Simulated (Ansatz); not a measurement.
System: K.

```yaml
crystal:
  lattice:
    - [5.28498, 0.00000, 0.00000]
    - [0.00000, 5.28498, 0.00000]
    - [0.00000, 0.00000, 5.28498]
  atoms:
    - { symbol: K, position: [0.00000, 0.00000, 0.00000] }
    - { symbol: K, position: [0.50000, 0.50000, 0.50000] }
```

Space group Im-3m; a structure from a database of computed crystals, not necessarily the ambient phase.

These are results of Kohn-Sham DFT of a periodic cell, r2SCAN, Ansatz PAW in Ansatz 0.2.0, not measurements.

### What will maps of the valence pseudo-density and electron localisation function show?

K–K (4.58 Å): ρ is about 0.02 e/Å³ halfway; the ELF is about 0.25 at the midpoint (no localised pair shows between them).

### Does the calculation make it a metal, or give it a gap?

It is metallic or semimetallic at this level of theory: no gap opens.

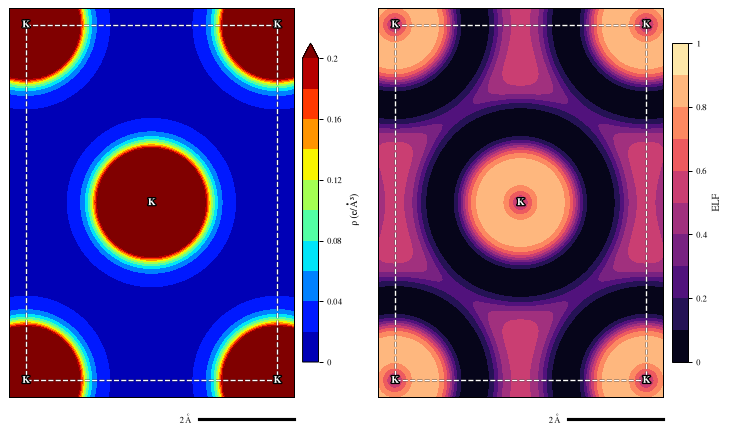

Computed valence pseudo-density and electron localisation function on the (110) plane of the conventional cell, in this order. 

The density is the valence pseudo-density of a PAW calculation; it isn't the true density close to the nuclei.
